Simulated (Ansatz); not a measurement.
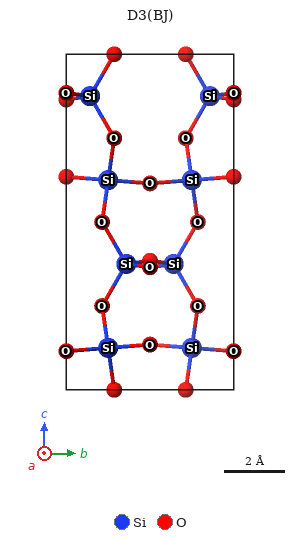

Solid SiO$_{2}$ (set up in I4_122), relaxed (cell and atoms) with several dispersion corrections. The picture shows the result with D3(BJ). The picture is a ball-and-stick view of the conventional cell (2 times the calculation's cell), seen along the a axis. Lengths and directions refer to the drawn axes.

Computed with Ansatz 0.2.0: PBE, Ansatz PAW. Set-up: plane-wave cutoff 420 eV; k-point mesh 7 × 7 × 7; occupations fermi-dirac; smearing width 0.05 eV; no spin polarisation; cell and atoms relaxed; force threshold 0.01 eV/Å.

| dispersion correction | volume (Å³/atom) | a (Å) | c (Å) |
| --- | --- | --- | --- |
| D4 | ? | ? | ? |
| D3(BJ) | 14.869 | 5.624 | 11.282 |
| none | 15.203 | 5.680 | 11.310 |
| D3(BJ)-ATM | 14.897 | 5.629 | 11.284 |

### Estimate the missing row from the others, and compare with the calculation.

With D4 the volume is the smallest of the series, below D3(BJ) (14.869). The calculation gives 14.839 Å³/atom (a = 5.617 Å, c = 11.287 Å). In order of volume: D4 < D3(BJ) < D3(BJ)-ATM < none; the spread is 2.5 %.

Each member starts from this one structure; whether another phase lies lower wasn't checked.
